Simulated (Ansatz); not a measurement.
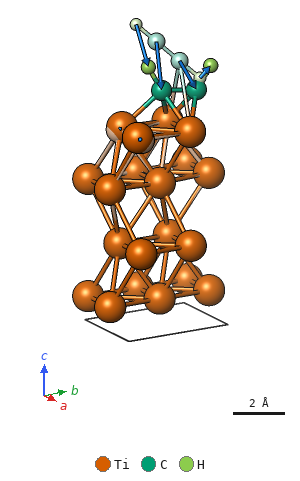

A constrained relaxation of a slab of composition Ti8HC (cut from the P6_3/mmc phase). The starting structure is drawn faded, the final one solid; blue arrows show the displacements, at their true length.

Style: ball-and-stick. Shown: the cell of the calculation, outlined in the plane, without the vacuum (origin shifted), slightly off an axis.

Case: 1 C2H2 a cell, tilted, over a hollow Ti-Ti-Ti site. The slab is the (0 0 1) face of Ti with C2H2 on it. 8 atoms are held fixed.

Computed with DFT PBE+D3(BJ), scalar-relativistic, plane waves, PAW in Ansatz 0.2.0.

Input
```yaml
crystal:
  lattice:
    - [5.772929951, 0.0, 0.0]
    - [-2.8864649755, 4.9995039918, 0.0]
    - [0.0, 0.0, 27.022723473]
  atoms:
    - { symbol: Ti, position: [0.3333333333, 0.1666666667, 0.29604714] }
    - { symbol: Ti, position: [0.3333333333, 0.6666666667, 0.29604714] }
    - { symbol: Ti, position: [0.8333333333, 0.1666666667, 0.29604714] }
    - { symbol: Ti, position: [0.8333333333, 0.6666666667, 0.29604714] }
    - { symbol: Ti, position: [0.1666666667, 0.3333333333, 0.3806811393] }
    - { symbol: Ti, position: [0.1666666667, 0.8333333333, 0.3806811393] }
    - { symbol: Ti, position: [0.6666666667, 0.3333333333, 0.3806811393] }
    - { symbol: Ti, position: [0.6666666667, 0.8333333333, 0.3806811393] }
    - { symbol: Ti, position: [0.3333333333, 0.1666666667, 0.4684729939] }
    - { symbol: Ti, position: [0.3333333333, 0.6666666667, 0.4684729939] }
    - { symbol: Ti, position: [0.8333333333, 0.1666666667, 0.4684729939] }
    - { symbol: Ti, position: [0.8333333333, 0.6666666667, 0.4684729939] }
    - { symbol: Ti, position: [0.1666666667, 0.3333333333, 0.5489557515] }
    - { symbol: Ti, position: [0.1666666667, 0.8333333333, 0.5489557515] }
    - { symbol: Ti, position: [0.6666666667, 0.3333333333, 0.5489557515] }
    - { symbol: Ti, position: [0.6666666667, 0.8333333333, 0.5489557515] }
    - { symbol: C, position: [-0.2379078988, -0.3339220554, 0.6737766269] }
    - { symbol: C, position: [-0.1112356276, -0.1561164587, 0.6447529054] }
    - { symbol: H, position: [-0.3491339924, -0.490056811, 0.6992588845] }
    - { symbol: H, position: [0.0, 0.0, 0.6192669473] }
basis:
  ecutwfc: 420
kpoints:
  mp_grid: { grid: [4, 4, 1] }
hamiltonian:
  xc: pbe
  dispersion: d3bj
scf:
  occupations: { method: gaussian, width: 0.1 }
output:
  forces: true
  eigenvalues: true
  write_density: true
  write_potential: true
  elf: true
  volumetric_format: npy
relax:
  adjacent_minimum: "off"
  f_tol: 0.04
  max_steps: 100
  constraints: [{ sites: [0, 1, 2, 3, 4, 5, 6, 7] }]
efield:
  axis: 3
  dipole_correction: true
  ramp_width: 0.04
```

Launched with:
```bash
ansatz run input.yaml --threads 4 --pin off --max-ram 10240MiB --backend cpu --events-out ev --progress --plain --runs-dir out
```

What happened in the run?

After 17 geometry steps the energy has fallen by 4.928 eV per cell of the calculation. The largest force component goes from 1.1 to 0.031 eV/Å. C17 moves most: 1.94 Å at 12° to the normal (−c side). Largest moves by element: C 1.94 Å, H 1.76 Å, Ti 0.18 Å. The cell stays as it was. Among the contacts that change: Ti14–C17 3.938 → 2.203 Å, Ti15–C17 3.783 → 2.146 Å, Ti13–C18 3.567 → 2.136 Å, Ti16–C17 3.626 → 2.204 Å. New bonds form, among them: Ti13–C18 (3.57 → 2.14 Å), Ti14–C17 (3.94 → 2.20 Å), Ti15–C17 (3.78 → 2.15 Å), Ti16–C17 (3.63 → 2.20 Å). Bond angles that change, for instance: Ti16–C18–H20 60.4° → 136.5°, C18–C17–H19 180.0° → 121.2°, Ti16–C18–C17 119.6° → 71.4°. Cost: 5 min on 4 threads of Intel(R) Xeon(R) 6975P-C (Granite Rapids), with other jobs on the host, peak memory 2.4 GiB.

Limits of the set-up: the periodic images lie only 5.8 Å apart, so the values are limited by the cell's size.
